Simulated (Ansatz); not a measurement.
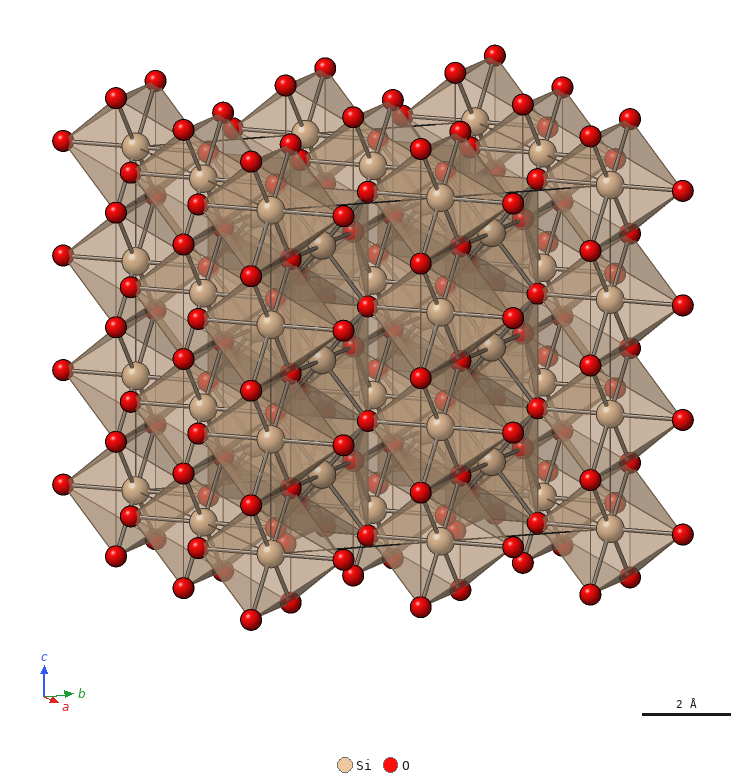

Fig. 1: The structure (polyhedral view of the cell of the calculation, seen slightly off an axis; polyhedra are completed across the faces of the cell).

**Run report: Si24O48, single-point calculation**

- system: Si24O48 (P4₂/mnm, 72 atoms in the cell)
- method: DFT, PBEsol, PAW, plane waves (Ansatz 0.2.0)

The structure was built on a prototype by a generator.

What the program printed:
```
Pseudopotentials: kind: paw
Functional definition: PBEsol
  exchange = pbesol_x
  correlation = pbesol_c
Crystal: 72 atoms, lattice volume = 565.470 Å³
Basis set: ecut = 420 eV, 10999 PW (Γ), exchange–correlation on 120×120×108 points (8 copies of the dense FFT grid, shifted against one another)
Bands: 264, of which v1, the nominal top of the filled ones, is band 192 counted from 1 (191 counted from 0)
Symmetry: 1 space group operations
k-points: 1
Non-local potential: Si, projectors of the file, l = 0: 2, l = 1: 2, l = 2: 2
Non-local potential: O, projectors of the file, l = 0: 2, l = 1: 2, l = 2: 1
PAW form: soft (Blöchl's): semilocal exchange-correlation on the pseudo side does not see the compensation charge
PAW frozen core: Si, regenerated for the run's functional, and the local potential with it (the file was generated under x = pbe(κ = 0.804, μ = 0.2195149727645171), c = pbe(β = 0.06672455060314922))
PAW frozen core: O, regenerated for the run's functional, and the local potential with it (the file was generated under x = pbe(κ = 0.804, μ = 0.2195149727645171), c = pbe(β = 0.06672455060314922))
PAW one-centre angular grid: Si, 110 points (default); XC on 64 Gauss nodes
PAW one-centre angular grid: O, 110 points (default); XC on 64 Gauss nodes
Initial density: superposition of atomic densities (neutral atoms: chi_scale 0, normalization atom), corrected by the library's trained network
Initial wavefunctions: pseudopotential atomic-orbital guess
Functional: x = pbesol(κ = 0.804, μ = 0.12345679012345678), c = pbesol(β = 0.046)
SCF iter   1: F=—  HF=-41914.115211 eV  |F-HF|=—  |Δ(HF+E_count)|=         —  Δρ=1.44e-2  dr2=8.04e-1  ethr=1.77e-3  ⟨swp⟩=8.0  Hψ=1320  notcnv=0  defer=34
preconditioner: auto → Resta (q_TF=auto, 2.558 Å⁻¹)  ε∞=3.7  [insulator: Δε(μ)=6.305 eV  Ē_g=18.454 eV  σ=0.010 eV  W_gap=1.00  n_scr=162 (ndim 8)  ℏωp=30.6 eV  f_vac=0.000  D(μ)=0.00/eV (n_scr^D=0)  ε∞_Penn≈3.7]
SCF iter   2: F=—  HF=-41913.848065 eV  |F-HF|=—  |Δ(HF+E_count)|=   2.67e-1  Δρ=2.44e-3  dr2=1.63e-2  ethr=2.09e-4  ⟨swp⟩=2.0  Hψ=456  notcnv=0  defer=64
SCF iter   3: F=—  HF=-41913.846909 eV  |F-HF|=—  |Δ(HF+E_count)|=   1.16e-3  Δρ=1.18e-3  dr2=3.12e-3  ethr=4.25e-6  ⟨swp⟩=2.0  Hψ=377  notcnv=0  defer=64
SCF iter   4: F=—  HF=-41913.847135 eV  |F-HF|=—  |Δ(HF+E_count)|=   2.25e-4  Δρ=9.34e-5  dr2=3.64e-5  ethr=8.13e-7  ⟨swp⟩=1.0  Hψ=200  notcnv=0  defer=64
SCF iter   5: F=—  HF=-41913.846395 eV  |F-HF|=—  |Δ(HF+E_count)|=   7.40e-4  Δρ=3.16e-5  dr2=4.23e-6  ethr=9.48e-9  ⟨swp⟩=2.0  Hψ=392  notcnv=0  defer=64
SCF iter   6: F=—  HF=-41913.846395 eV  |F-HF|=—  |Δ(HF+E_count)|=   1.16e-7  Δρ=1.55e-5  dr2=1.02e-6  ethr=1.10e-9  ⟨swp⟩=2.0  Hψ=390  notcnv=0  defer=64
SCF iter   7: F=-41913.846395 eV  HF=-41913.846395 eV  |F-HF|=1.47e-8  |Δ(HF+E_count)|=   2.16e-7  Δρ=2.84e-6  dr2=3.82e-8  ethr=2.60e-11  ⟨swp⟩=18.0  Hψ=2167  notcnv=0
SCF 1 converged in 7 iterations: F = -41913.846395 eV  dr2 = 3.82e-8
  greatest PAW one-centre occupation: 0.859 electrons in one spin orbital (limit 2), on the O atom at site 43 (counted from 0), in its partial waves of l = 0
```

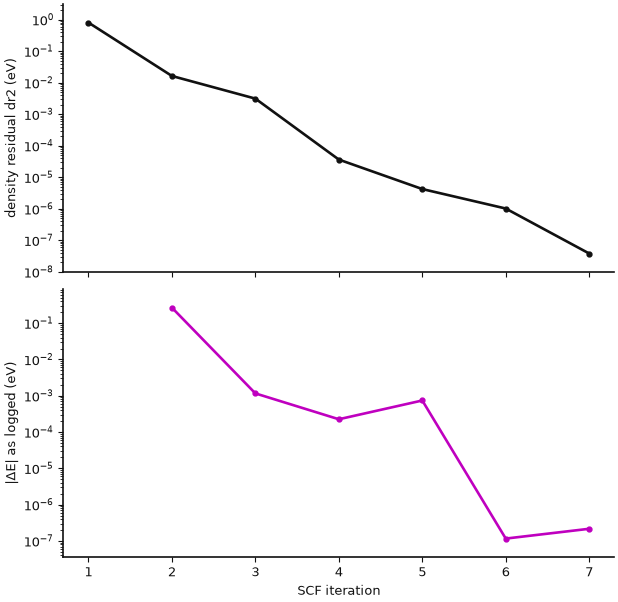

Fig. 2: Convergence of the self-consistent field: density residual dr2 and size of the energy change against the SCF iteration. The residual falls at every step.

```
NSCF: frozen V_eff on 1 k-points
SCF converged after 7 iterations
Free energy (F): -41913.846395 eV
Harris-Foulkes:  -41913.846395 eV  (|F-HF|=1.47e-8)
Internal energy: -41913.846395 eV  (E = F + TS)
E sigma→0 (E₀):  -41913.846395 eV
Fermi energy:    13.242259 eV
--- Per-component energies (eV) ---
  E_band       = 707.163149
  E_kinetic    = 9730.333042
  E_local      = -14655.749514  (includes V_loc(G=0)·N_el)
  E_nonlocal   = 2853.559264
  E_hartree    = 5164.337133
  E_xc         = -4886.959385
  E_vxc        = -5722.337811  (∫ρ·V_xc dr)
  E_paw        = -19331.399438  (= ΣΔE_a)
  E_vpaw       = -1827.440626  (= ΣTr[D̂ρ^β])
  E_aug_tail   = 0.121969  (compensation charges beyond the density's cutoff)
  E_ewald      = -20790.540740
  E_core_change = 2.451275  (= ΣΔE_core)
  E_smearing   = -0.000000  (= −TS)
  E_closure    = -0.000000  (closes the sum)
  Σ components = -41913.846395   (vs F -41913.846395, Δ=0.00e0)
--- Forces (eV/Å), atoms counted from 1 ---
  atom   1  Si     0.00000016    -0.00000002    -0.00000068
  atom   2  Si    -0.00000030     0.00000067     0.00012245
  atom   3  Si     0.00000018    -0.00000043    -0.00012163
  atom   4  Si     0.00000015     0.00000025    -0.00000066
  atom   5  Si    -0.00000071    -0.00000018     0.00012259
  atom   6  Si     0.00000039     0.00000003    -0.00012184
  atom   7  Si     0.00000054    -0.00000028    -0.00000017
  atom   8  Si    -0.00000070     0.00000003     0.00012145
  atom   9  Si     0.00000011     0.00000013    -0.00012140
  atom  10  Si    -0.00000001     0.00000012    -0.00000016
  atom  11  Si    -0.00000002     0.00000035     0.00012175
  atom  12  Si    -0.00000007    -0.00000051    -0.00012138
  atom  13  Si    -0.00000076    -0.00000142    -0.00012277
  atom  14  Si     0.00000008    -0.00000028     0.00000251
  atom  15  Si     0.00000009     0.00000013     0.00012036
  atom  16  Si    -0.00000072    -0.00000101    -0.00012241
  atom  17  Si    -0.00000048    -0.00000033     0.00000230
  atom  18  Si    -0.00000206    -0.00000125     0.00012032
  atom  19  Si     0.00000188     0.00000152    -0.00012258
  atom  20  Si     0.00000124     0.00000088     0.00000255
  atom  21  Si     0.00000040     0.00000095     0.00012023
  atom  22  Si    -0.00000030    -0.00000003    -0.00012246
  atom  23  Si     0.00000005    -0.00000004     0.00000237
  atom  24  Si    -0.00000017     0.00000086     0.00012028
  atom  25  O      0.00104562     0.00104494    -0.00115467
  atom  26  O      0.00103815     0.00103714    -0.00106981
  atom  27  O      0.00103869     0.00103763    -0.00124476
  atom  28  O      0.00104560     0.00104532    -0.00115514
  atom  29  O      0.00103829     0.00103798    -0.00106986
  atom  30  O      0.00103829     0.00103860    -0.00124421
  atom  31  O      0.00104437     0.00104449    -0.00115502
  atom  32  O      0.00103697     0.00103704    -0.00106977
  atom  33  O      0.00103779     0.00103765    -0.00124431
  atom  34  O      0.00104439     0.00104532    -0.00115457
  atom  35  O      0.00103677     0.00103787    -0.00107010
  atom  36  O      0.00103747     0.00103854    -0.00124439
  atom  37  O     -0.00104441    -0.00104559     0.00115781
  atom  38  O     -0.00103655    -0.00103773     0.00124311
  atom  39  O     -0.00103742    -0.00103850     0.00106804
  atom  40  O     -0.00104438    -0.00104495     0.00115817
  atom  41  O     -0.00103669    -0.00103713     0.00124278
  atom  42  O     -0.00103738    -0.00103780     0.00106771
  atom  43  O     -0.00104578    -0.00104533     0.00115792
  atom  44  O     -0.00103756    -0.00103740     0.00124301
  atom  45  O     -0.00103914    -0.00103870     0.00106779
  atom  46  O     -0.00104592    -0.00104432     0.00115776
  atom  47  O     -0.00103834    -0.00103740     0.00124311
  atom  48  O     -0.00103895    -0.00103809     0.00106786
  atom  49  O     -0.00323935     0.00323814    -0.00008804
  atom  50  O     -0.00324581     0.00324526    -0.00000027
  atom  51  O     -0.00323752     0.00323764     0.00008821
  atom  52  O     -0.00323896     0.00323876    -0.00008795
  atom  53  O     -0.00324585     0.00324547    -0.00000043
  atom  54  O     -0.00323817     0.00323712     0.00008816
  atom  55  O     -0.00323843     0.00324003    -0.00008779
  atom  56  O     -0.00324504     0.00324626    -0.00000029
  atom  57  O     -0.00323736     0.00323792     0.00008740
  atom  58  O     -0.00324018     0.00323947    -0.00008775
  atom  59  O     -0.00324554     0.00324494     0.00000013
  atom  60  O     -0.00323754     0.00323787     0.00008770
  atom  61  O      0.00323917    -0.00323983    -0.00008693
  atom  62  O      0.00324571    -0.00324581    -0.00000070
  atom  63  O      0.00323806    -0.00323772     0.00008781
  atom  64  O      0.00323897    -0.00323920    -0.00008718
  atom  65  O      0.00324553    -0.00324573    -0.00000036
  atom  66  O      0.00323731    -0.00323820     0.00008770
  atom  67  O      0.00323970    -0.00323790    -0.00008756
  atom  68  O      0.00324598    -0.00324490    -0.00000091
  atom  69  O      0.00323795    -0.00323731     0.00008850
  atom  70  O      0.00323840    -0.00323909    -0.00008777
  atom  71  O      0.00324484    -0.00324520    -0.00000062
  atom  72  O      0.00323789    -0.00323752     0.00008829
  max |Σ_I F_I| component: 1.35e-6 eV/Å
--- Stress (GPa, compression-positive) ---
        0.018877       0.005973       0.035854
        0.005973       0.018877       0.035855
        0.035855       0.035855      -0.034448
  P = ⅓ Tr σ = 0.0011 GPa (0.011 kbar)
--- Band table (eV) ---
  k-point 0: bands = ["-11.8608", "-11.2449", "-11.2449", "-11.1652", "-10.7416", "-10.6059", "-10.6059", "-10.1669", "-10.1560", "-10.1560", ... 54 levels left out ..., "1.6151", "1.8769", "1.8769", "1.9464", "1.9464", "2.3198", "2.3198", "2.3575", "2.5004", "2.6275", "2.7666", "2.8519", "2.9354", "2.9354", "2.9791", "2.9791", "3.2685", "3.3622", "3.4097", "3.4097", "3.4726", "3.4726", "3.5508", "3.7234", "3.8514", "3.8607", "3.8681", "4.1523", "4.1733",
      "4.1733", "4.2782", "4.3339", "4.3473", "4.3894", "4.3894", "4.4618", "4.5971", "4.5971", "4.6765", "4.7621", "4.8095", "4.9105", "5.0556", "5.1258", "5.1258", "5.2530", "5.3101", "5.3101", "5.4000", "5.4919", "5.4919", "5.5005", "5.5974", "5.6320", "5.6513", "5.6989", "5.7038", "5.7226", "6.0466", "6.0466", "6.3024", "6.3050", "6.3112", "6.3112", "6.3274", "6.3612", "6.3927", "6.3927", "6.7403",
      "6.7403", "6.7411", "6.7610", "6.8265", "6.8265", "6.8496", "6.8512", "6.8817", "6.8817", "6.9099", "6.9745", "6.9829", "6.9829", "7.0534", "7.0534", "7.1682", "7.1682", "7.1769", "7.4538", "7.4845", "7.4845", "7.6215", "7.8042", "7.8042", "7.8786", "7.9034", "8.0100", "8.0705", "8.0705", "8.0967", "8.0967", "8.1544", "8.3147", "8.3147", "8.3291", "8.3498", "8.3524", "8.3988", "8.4934", "8.5124",
      "8.6618", "8.6696", "8.6696", "8.7304", "8.7304", "8.7734", "8.8869", "8.9022", "8.9168", "9.0519", "9.0519", "9.0845", "9.2410", "9.2410", "9.2432", "9.4067", "9.4067", "9.5143", "10.0406", "16.4439", "17.5024", "17.5024", "17.5776", "17.5972", "17.6075", "17.7373", "17.7594", "18.0314", "18.1609", "18.2090", "18.2090", "18.3497", "18.3497", "18.4026", "18.4026", "18.5566", "18.5678", "18.8693", "18.9078", "18.9078",
      "19.2719", "19.2868", "19.2868", "19.4701", "19.4701", "19.7346", "19.7346", "19.7853", "19.9691", "20.0164", "20.3002", "20.3002", "20.3737", "20.4245", "20.6693", "20.6693", "20.8317", "20.9388", "20.9388", "21.0938", "21.2030", "21.2231", "21.3073", "21.3073", "21.4604", "21.4604", "21.4638", "21.4688", "21.4926", "21.8010", "21.8010", "21.8070", "21.8169", "21.8974", "21.9869", "22.0398", "22.0398", "22.0646", "22.3158", "22.3158",
      "22.3806", "22.4385", "22.4385", "22.4525", "22.5287", "22.5680", "22.5680", "22.7311", "22.8233", "22.8233", "22.9574"]
--- Löwdin populations: 72 sites ---
  site symbol       q [e]
     0     Si      2.3925
     1     Si      2.3925
     2     Si      2.3925
     3     Si      2.3925
     4     Si      2.3925
     5     Si      2.3925
     6     Si      2.3925
     7     Si      2.3925
     8     Si      2.3925
     9     Si      2.3925
    10     Si      2.3925
    11     Si      2.3925
    12     Si      2.3926
    13     Si      2.3926
    14     Si      2.3926
    15     Si      2.3926
    16     Si      2.3926
    17     Si      2.3926
    18     Si      2.3926
    19     Si      2.3926
    20     Si      2.3926
    21     Si      2.3926
    22     Si      2.3926
    23     Si      2.3926
    24      O      6.7042
    25      O      6.7042
    26      O      6.7042
    27      O      6.7042
    28      O      6.7042
    29      O      6.7042
    30      O      6.7042
    31      O      6.7042
    32      O      6.7042
    33      O      6.7042
    34      O      6.7042
    35      O      6.7042
    36      O      6.7042
    37      O      6.7042
    38      O      6.7042
    39      O      6.7042
    40      O      6.7042
    41      O      6.7042
    42      O      6.7042
    43      O      6.7042
    44      O      6.7042
    45      O      6.7042
    46      O      6.7042
    47      O      6.7042
    48      O      6.7042
    49      O      6.7042
    50      O      6.7042
    51      O      6.7042
    52      O      6.7042
    53      O      6.7042
    54      O      6.7042
    55      O      6.7042
    56      O      6.7042
    57      O      6.7042
    58      O      6.7042
    59      O      6.7042
    60      O      6.7042
    61      O      6.7042
    62      O      6.7042
    63      O      6.7042
    64      O      6.7042
    65      O      6.7042
    66      O      6.7042
    67      O      6.7042
    68      O      6.7042
    69      O      6.7042
    70      O      6.7042
    71      O      6.7042
  spilling = 0.012436 (of n_electrons = 384.000000)
```

This output came from the following input.

Input file:
```yaml
crystal:
  lattice:
    - [8.388693, 0.000000, 0.000000]
    - [0.000000, 8.388693, 0.000000]
    - [0.000000, 0.000000, 8.035643]
  atoms:
    - { symbol: Si, position: [0.000000, 0.000000, 0.000000] }
    - { symbol: Si, position: [0.000000, 0.000000, 0.333333] }
    - { symbol: Si, position: [0.000000, 0.000000, 0.666667] }
    - { symbol: Si, position: [0.000000, 0.500000, 0.000000] }
    - { symbol: Si, position: [0.000000, 0.500000, 0.333333] }
    - { symbol: Si, position: [0.000000, 0.500000, 0.666667] }
    - { symbol: Si, position: [0.500000, 0.000000, 0.000000] }
    - { symbol: Si, position: [0.500000, 0.000000, 0.333333] }
    - { symbol: Si, position: [0.500000, 0.000000, 0.666667] }
    - { symbol: Si, position: [0.500000, 0.500000, 0.000000] }
    - { symbol: Si, position: [0.500000, 0.500000, 0.333333] }
    - { symbol: Si, position: [0.500000, 0.500000, 0.666667] }
    - { symbol: Si, position: [0.250000, 0.250000, 0.166667] }
    - { symbol: Si, position: [0.250000, 0.250000, 0.500000] }
    - { symbol: Si, position: [0.250000, 0.250000, 0.833333] }
    - { symbol: Si, position: [0.250000, 0.750000, 0.166667] }
    - { symbol: Si, position: [0.250000, 0.750000, 0.500000] }
    - { symbol: Si, position: [0.250000, 0.750000, 0.833333] }
    - { symbol: Si, position: [0.750000, 0.250000, 0.166667] }
    - { symbol: Si, position: [0.750000, 0.250000, 0.500000] }
    - { symbol: Si, position: [0.750000, 0.250000, 0.833333] }
    - { symbol: Si, position: [0.750000, 0.750000, 0.166667] }
    - { symbol: Si, position: [0.750000, 0.750000, 0.500000] }
    - { symbol: Si, position: [0.750000, 0.750000, 0.833333] }
    - { symbol: O, position: [0.153019, 0.153019, 0.000000] }
    - { symbol: O, position: [0.153019, 0.153019, 0.333333] }
    - { symbol: O, position: [0.153019, 0.153019, 0.666667] }
    - { symbol: O, position: [0.153019, 0.653019, 0.000000] }
    - { symbol: O, position: [0.153019, 0.653019, 0.333333] }
    - { symbol: O, position: [0.153019, 0.653019, 0.666667] }
    - { symbol: O, position: [0.653019, 0.153019, 0.000000] }
    - { symbol: O, position: [0.653019, 0.153019, 0.333333] }
    - { symbol: O, position: [0.653019, 0.153019, 0.666667] }
    - { symbol: O, position: [0.653019, 0.653019, 0.000000] }
    - { symbol: O, position: [0.653019, 0.653019, 0.333333] }
    - { symbol: O, position: [0.653019, 0.653019, 0.666667] }
    - { symbol: O, position: [0.346981, 0.346981, 0.000000] }
    - { symbol: O, position: [0.346981, 0.346981, 0.333333] }
    - { symbol: O, position: [0.346981, 0.346981, 0.666667] }
    - { symbol: O, position: [0.346981, 0.846981, 0.000000] }
    - { symbol: O, position: [0.346981, 0.846981, 0.333333] }
    - { symbol: O, position: [0.346981, 0.846981, 0.666667] }
    - { symbol: O, position: [0.846981, 0.346981, 0.000000] }
    - { symbol: O, position: [0.846981, 0.346981, 0.333333] }
    - { symbol: O, position: [0.846981, 0.346981, 0.666667] }
    - { symbol: O, position: [0.846981, 0.846981, 0.000000] }
    - { symbol: O, position: [0.846981, 0.846981, 0.333333] }
    - { symbol: O, position: [0.846981, 0.846981, 0.666667] }
    - { symbol: O, position: [0.096981, 0.403019, 0.166667] }
    - { symbol: O, position: [0.096981, 0.403019, 0.500000] }
    - { symbol: O, position: [0.096981, 0.403019, 0.833333] }
    - { symbol: O, position: [0.096981, 0.903019, 0.166667] }
    - { symbol: O, position: [0.096981, 0.903019, 0.500000] }
    - { symbol: O, position: [0.096981, 0.903019, 0.833333] }
    - { symbol: O, position: [0.596981, 0.403019, 0.166667] }
    - { symbol: O, position: [0.596981, 0.403019, 0.500000] }
    - { symbol: O, position: [0.596981, 0.403019, 0.833333] }
    - { symbol: O, position: [0.596981, 0.903019, 0.166667] }
    - { symbol: O, position: [0.596981, 0.903019, 0.500000] }
    - { symbol: O, position: [0.596981, 0.903019, 0.833333] }
    - { symbol: O, position: [0.403019, 0.096981, 0.166667] }
    - { symbol: O, position: [0.403019, 0.096981, 0.500000] }
    - { symbol: O, position: [0.403019, 0.096981, 0.833333] }
    - { symbol: O, position: [0.403019, 0.596981, 0.166667] }
    - { symbol: O, position: [0.403019, 0.596981, 0.500000] }
    - { symbol: O, position: [0.403019, 0.596981, 0.833333] }
    - { symbol: O, position: [0.903019, 0.096981, 0.166667] }
    - { symbol: O, position: [0.903019, 0.096981, 0.500000] }
    - { symbol: O, position: [0.903019, 0.096981, 0.833333] }
    - { symbol: O, position: [0.903019, 0.596981, 0.166667] }
    - { symbol: O, position: [0.903019, 0.596981, 0.500000] }
    - { symbol: O, position: [0.903019, 0.596981, 0.833333] }
  symmetry: { detect: false }
kpoints:
  mp_grid: { grid: [1, 1, 1], shift: [0.25, 0.25, 0.25] }
hamiltonian:
  xc: pbesol
scf:
  occupations: { method: fermi_dirac, width: 0.01 }
output:
  forces: true
  eigenvalues: true
  stress: true
  populations: true
  eigenstates: { kpoints: [[0.25, 0.25, 0.25]], e_range: [-6.0, 6.0], localisation: true }
```

Summary:

```tsv
quantity	value
outcome	converged
space group (tolerance 0.01 Å)	P4₂/mnm (136)
electrons treated	384
free energy	−41913.8464 eV
Fermi energy	13.242 eV
pressure	0.00 GPa
largest force (length of the vector)	0.005 eV/Å
hardware	7 CPU threads, shared host
wall time	16 s (CPU time 93 s)
peak memory	1.5 GiB
```

The k-point mesh is coarse for a cell of this size, so the results may not be converged.
